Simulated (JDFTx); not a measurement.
# Energy of NiSi₂ along an even scaling of the cell

System: NiSi₂ (Fm-3m, 3 atoms in the cell).
Method: Kohn-Sham DFT of a periodic cell, PBE, PseudoDojo-SR-PBE-0.5-standard, spin-polarised (JDFTx 1.7.0 (patched build)).

The 7 runs differ only in the geometry, by an even scaling of the cell at fixed fractional positions. The structure derives from an entry of the Crystallography Open Database.

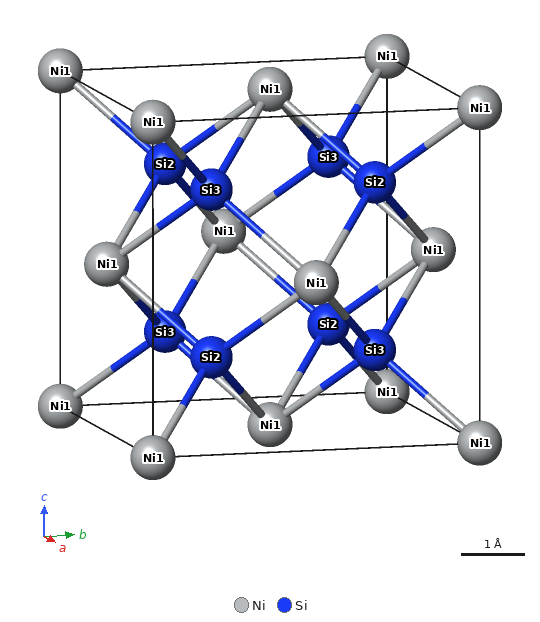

Figure 1. The structure of run 4 (ball-and-stick view of the cell 4 times as large as that of the calculation, set on its symmetry axes, seen slightly off an axis; atoms are numbered from 1 in the order of the input).

### Input of run 4
```
lattice \
    0.0000000000     5.1079297149     5.1079297149 \
    5.1079297149     0.0000000000     5.1079297149 \
    5.1079297149     5.1079297149     0.0000000000
coords-type Lattice
ion Ni     0.0000000000     0.0000000000     0.0000000000 1
ion Si     0.7500000000     0.7500000000     0.7500000000 1
ion Si     0.2500000000     0.2500000000     0.2500000000 1

ion-species pseudo/Ni.upf
ion-species pseudo/Si.upf
elec-cutoff 49 392
elec-ex-corr gga-PBE
kpoint-folding 9 9 9
elec-smearing Fermi 0.0018374661
elec-n-bands 20
spintype z-spin
initial-magnetic-moments Ni 1
elec-initial-magnetization 1 no
electronic-SCF nIterations 100 energyDiffThreshold 1e-09
electronic-minimize nIterations 30 energyDiffThreshold 1e-7
forces-output-coords Cartesian

dump-name run.$VAR
dump End Ecomponents EigStats BandEigs Kpoints Forces Stress
```

Command:
```bash
jdftx -c 1 -i Si2Ni.in -o Si2Ni.out
```

Lattice vectors (Å) and fractional positions of run 4:
```
   0.000000    2.703000    2.703000
   2.703000    0.000000    2.703000
   2.703000    2.703000    0.000000
Ni  0.000000  0.000000  0.000000
Si  0.750000  0.750000  0.750000
Si  0.250000  0.250000  0.250000
```

Run 6 differs from it as follows:
```diff
-    0.0000000000     5.1079297149     5.1079297149 \
-    5.1079297149     0.0000000000     5.1079297149 \
-    5.1079297149     5.1079297149     0.0000000000
+    0.0000000000     5.1751470246     5.1751470246 \
+    5.1751470246     0.0000000000     5.1751470246 \
+    5.1751470246     5.1751470246     0.0000000000
```

### Results, with one run withheld

| run | volume per atom (Å³) | free energy per atom, from the lowest run given (meV) | pressure (GPa) |
| --- | --- | --- | --- |
| 1 | 12.376 | 49.00 | 14.93 |
| 2 | 12.639 | 27.82 | 10.89 |
| 3 | 12.902 | 12.97 | 7.21 |
| 4 | 13.166 | 3.87 | 3.89 |
| 5 | 13.429 | 0.00 | 0.85 |
| 6 | 13.692 | ? | ? |
| 7 | 13.956 | 6.15 | −4.44 |

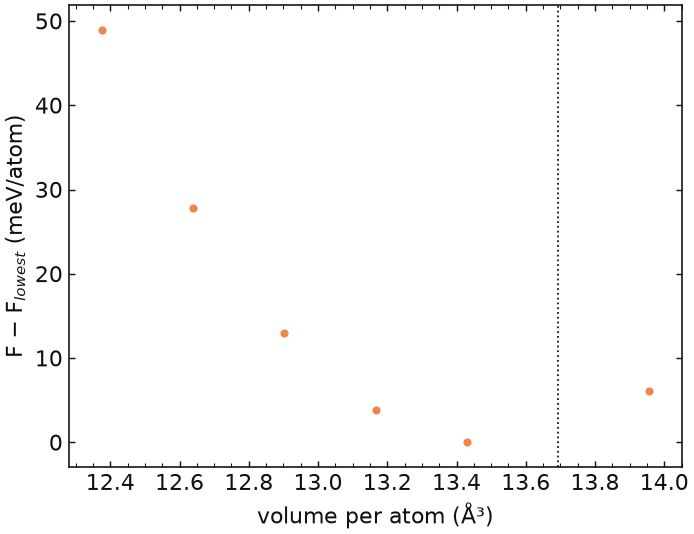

Figure 2. Free energy per atom of the runs given; the dotted line marks run 6.

Estimate the energy of run 6 from the others.

A cubic polynomial in V^(−2/3) (the Birch–Murnaghan form), fitted to the 6 runs given, misses them by at most 0.01 meV per atom. With x = V^(−2/3) − 0.18031 Å⁻², it reads F = 6.8314 + 3514.1 x + 4.3838e+05 x² − 1.5244e+05 x³ (meV per atom). At run 6 it gives 0.91 meV per atom, and the run itself gives 0.90. The slope of the fit gives a pressure −dF/dV of −1.90 GPa there, and the run prints −1.92 GPa. The fit has its minimum at 13.508 Å³ per atom, where V d²F/dV² gives 144 GPa: the bulk modulus at this level, since symmetry fixes the shape and the positions.

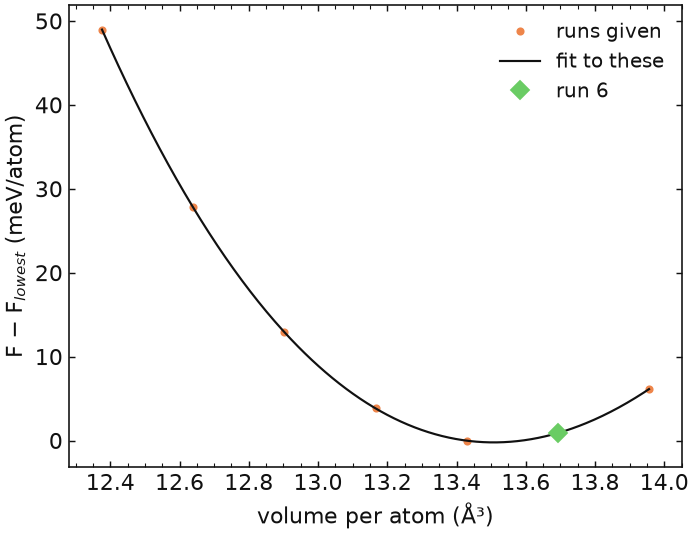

Figure 3. The fit and the withheld run.

### Some lines of the output (run 6)
```
[...]
unit cell volume = 277.203
     Etot =     -172.1025289904607689
        F =     -172.1027371263219834
	HOMO-LUMO gap: +0.006672
	Optical gap  : +0.025401 at state 5 ( [ +0.000000 +0.111111 +0.111111 ] spin 1 )
```
